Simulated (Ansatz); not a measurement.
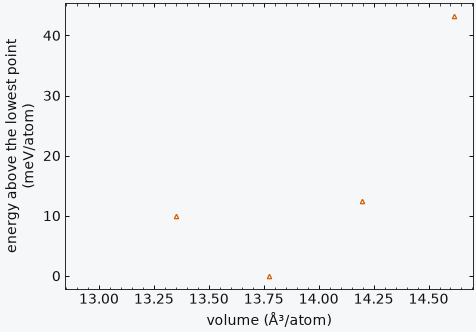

The figure shows the energy above the lowest point against volume for Rh, space group Fm-3m (No. 225) (one of a set of cubic test structures, which need not be the stable phase).

Method: equation of state of a cubic crystal from periodic Kohn-Sham density functional theory without spin, third-order Birch-Murnaghan fit to the free energies; pressure corrected for the finite basis (Ansatz 0.2.0 development build). Level: r2SCAN.

| setting | value |
| --- | --- |
| structure type | fcc |
| atoms in cell | 1 |
| space group number | 225 |
| lattice centring | face-centred primitive |
| k mesh | 15×15×15 |
| occupation method | Fermi–Dirac |
| occupation width | 0.1 eV |
| wave cutoff | 700 eV |
| datasets | hard PAW |
| density tolerance | 1e−09 eV |
| bands | 13 |
| density cutoff ratio | 4 |
| search for lower states | default |
| xc grid level | 2 |

The point at volume 12.93 Å³/atom is left out of the plot. What does the calculation give there?

```tsv
volume (Å³/atom)	energy above the lowest point (meV/atom)
12.93	46.8
```

Note: modest k-mesh, values are not fully converged in k; pseudopotentials made with PBE, not this functional.
